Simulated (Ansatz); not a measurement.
## STM study: AlAs(100) (F-43m bulk, 9 atomic planes (those closer than 0.6 Å count as one), 11 Å, As-terminated, slab composition As5Al4)

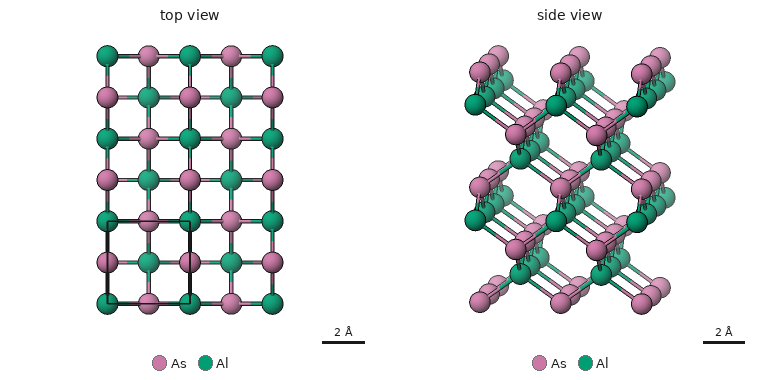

The relaxed structure from above and from the side.

The calculation used DFT PBEsol, scalar-relativistic, plane waves, PAW in Ansatz 0.2.0. Cutoff 420 eV, 15 × 15 k-points, Gaussian smearing 0.05 eV, dipole correction. The slab is a cut without reconstruction beyond its cell, at the source's lattice constants, with its lower half held fixed and the rest relaxed. Real surfaces of this kind mostly reconstruct in larger cells, which this cell doesn't allow. No spin polarisation; a magnetic state wasn't tried and may lie lower. The run couldn't confirm all of its levels under its output density. The run warns that the functional's potential is rough in the thin density of the vacuum, where the tip is; weak contrasts and barriers may feel it.

The STM signal is simulated in the Tersoff–Hamann approximation. Bias windows are sharp sums over the levels of the k mesh.

The calculation's input:

```yaml
crystal:
  lattice:
    - [4.00279007, 0.0, 0.0]
    - [0.0, 4.00279007, 0.0]
    - [0.0, 0.0, 29.3215998945]
  atoms:
    - { symbol: As, position: [0.0, 0.5, 0.3069409593] }
    - { symbol: Al, position: [0.5, 0.5, 0.3552057195] }
    - { symbol: As, position: [0.5, 0.0, 0.4034704797] }
    - { symbol: Al, position: [0.0, 0.0, 0.4517352398] }
    - { symbol: As, position: [0.0, 0.5, 0.5005039086] }
    - { symbol: Al, position: [0.5, 0.5, 0.5494017756] }
    - { symbol: As, position: [0.5, 0.0, 0.5973038832] }
    - { symbol: Al, position: [0.0, 0.0, 0.6467364552] }
    - { symbol: As, position: [0.0, 0.5, 0.6945006738] }
basis:
  ecutwfc: 420.0
  fft_grid_basis: typed
kpoints:
  mp_grid: { grid: [15, 15, 1] }
hamiltonian:
  xc: pbesol
scf:
  occupations: { method: gaussian, width: 0.05 }
output:
  forces: true
  eigenvalues: true
  band_densities:
    - { e_range: [-2.0, -1.0] }
    - { e_range: [-1.0, -0.5] }
    - { e_range: [-0.5, -0.25] }
    - { e_range: [-0.25, 0.0] }
    - { e_range: [0.0, 0.25] }
    - { e_range: [0.25, 0.5] }
    - { e_range: [0.5, 1.0] }
    - { e_range: [1.0, 1.5] }
  band_residual_tolerance: 1.0e-05
  write_potential: true
  elf: true
  write_density: true
  volumetric_format: npy
efield:
  axis: 3
  dipole_correction: true
  ramp_width: 0.04
checkpoint:
  read: start.run
  write: ck
  compress: false
  write_wavefunctions: false
  write_every: 100000
```

Run with:

```sh
ansatz run input.yaml --threads 1 --pin off --max-ram 2211MiB --backend cpu --events-out ev --progress --plain --runs-dir out
```

This last single point, started from the relaxation's saved density, took 3.7 min on 1 thread of Arm Neoverse V2, with other jobs on the host, peak memory 1.2 GiB.

### 1. One image

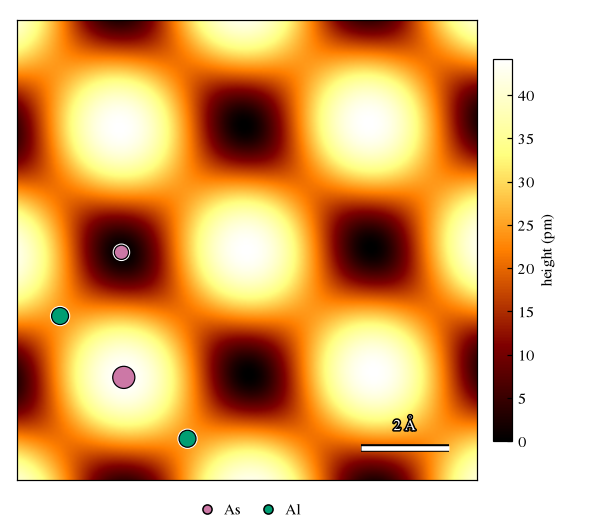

Constant-current image at a set point of 4.2 × 10⁻⁶ e/Å³ of this surface, sample bias +0.25 V. The atoms seen from above are drawn over one corner (deeper ones smaller).

Which atoms or sites appear bright, which dark, and how strong is the contrast?

Answer. The brightest spots lie over the top As atoms; the darkest points are over the sites above the As atoms 2.8 Å below the top plane. The corrugation is 44 pm at a mean tip height of 4.0 Å.

### 2. Approach curves

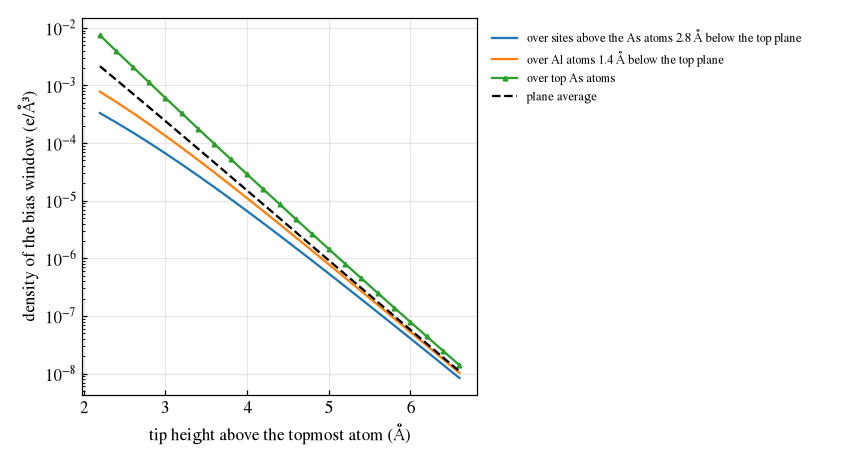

Approach curves over this surface at a sample bias of −1.00 V.

Estimate the decay constant and the apparent barrier, and compare with the vacuum level, which the run puts 6.06 eV above zero bias.

Answer. Near 4 Å the plane average falls as exp(−2.79 z/Å), a factor of 16 per ångström, which gives an apparent barrier of 7.4 eV (0.952 eV Å² times the slope squared). The apparent barrier is above 6.06 eV. At 4 Å the 0.25 eV of states nearest the highest filled state carry 46 % of the density. The value exceeds even the 7.06 eV between the vacuum level and the deepest states of the window, so their depth alone doesn't explain it. States away from the zone centre decay faster, since their momentum along the surface adds to the barrier, and that may account for the rest.

### 3. States by depth

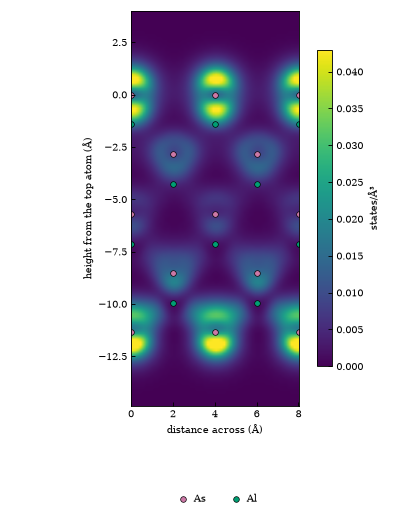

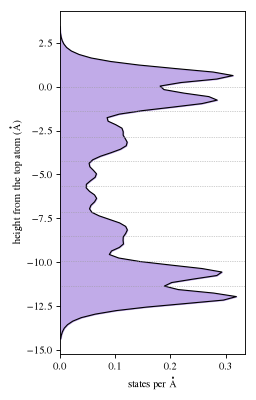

Density of all states between −0.25 and 0.00 eV (zero: the Fermi level) of this surface: side view, averaged along the second cell vector, and the full density summed over planes, the part near the nuclei included (dotted lines mark the atomic planes).

The first picture shows the smooth PAW orbitals' density alone; the shares below count all of it.

How is this energy window spread over the atomic planes?

Answer. The window holds 2.1 states per cell. Shares by plane (space cut midway between planes), top to bottom: As 24 %, Al 12 %, As 8 %, Al 5 %, As 3 %, Al 5 %, As 8 %, Al 10 %, As 26 %; the outer planes' shares include the vacuum, and density in a gap between layers is shared out between the planes on either side. The outer planes of both faces hold more than their share.
